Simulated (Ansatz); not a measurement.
System: Ir.

```cif
data_structure
_symmetry_space_group_name_H-M 'P 1'
_symmetry_Int_Tables_number 1
_cell_length_a 2.6549
_cell_length_b 2.7632
_cell_length_c 3.8312
_cell_angle_alpha 90.000
_cell_angle_beta 90.000
_cell_angle_gamma 90.000
_cell_volume 28.11
loop_
_atom_site_label
_atom_site_type_symbol
_atom_site_fract_x
_atom_site_fract_y
_atom_site_fract_z
_atom_site_occupancy
Ir1 Ir 0.00000 0.00000 0.00000 1
Ir2 Ir 0.50000 0.50000 0.50000 1
```

Space group Immm; computed pressure about 12 GPa in this cell.

These are results of Ansatz, Kohn-Sham DFT of a periodic cell, PBE, Ansatz PAW, not measurements.

> What will maps of the valence pseudo-density and electron localisation function show?

Ir–Ir (2.65 Å): the density is about 0.49 e/Å³ at the midpoint; the ELF is about 0.35 at the midpoint.
Ir–Ir (2.71 Å): ρ is about 0.45 e/Å³ halfway; the ELF is about 0.35 at the midpoint.

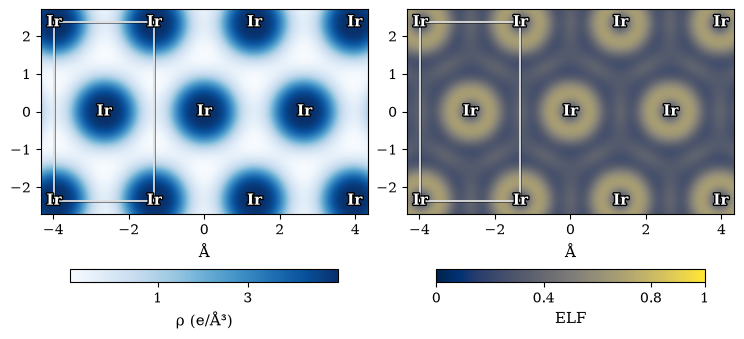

Computed valence pseudo-density and electron localisation function on the (011̄) plane of the conventional cell, in this order. 
